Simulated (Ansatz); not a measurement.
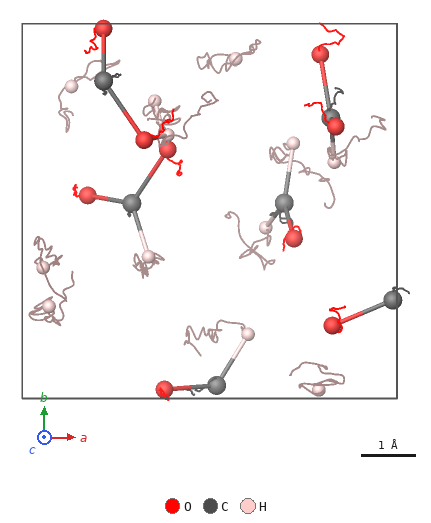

A Born-Oppenheimer molecular dynamics run of a periodic cell with 3 HCOOH + 3 H2CO at 1.132 g/cm³, 150 fs long. Lines trace each atom's path, in the colour of its element; spheres stand at the starting positions. Seen along the c axis in the simulation cell.

These are results of DFT PBE-D3(BJ), scalar-relativistic, plane waves, PAW (Ansatz 0.2.0), not measurements. Set-up: plane-wave cutoff 420 eV; k-point mesh 1 × 1 × 1; Fermi-Dirac smearing 0.05 eV; low-accuracy preset; Langevin thermostat (NVT); set temperature 700 K; time step 0.5 fs; friction 0.02 per fs.

**What do the traces tell about the motion?**

In the second half of the run the atoms are, in the root-mean-square, this far from where they began (common drift taken out): H 0.71 Å, O 0.49 Å, C 0.37 Å. The heavy atoms stay within a fraction of a molecule's size of their starting places; so short a run doesn't tell a liquid from a solid. The mean temperature in the second half is 739 K (standard deviation 64 K). The potential energy in the second half lies on average 83.3 meV per atom above the first frame.

Limits of the set-up: the program's low-accuracy preset was used; the periodic images lie only 6.9 Å apart, so the values are limited by the cell's size.
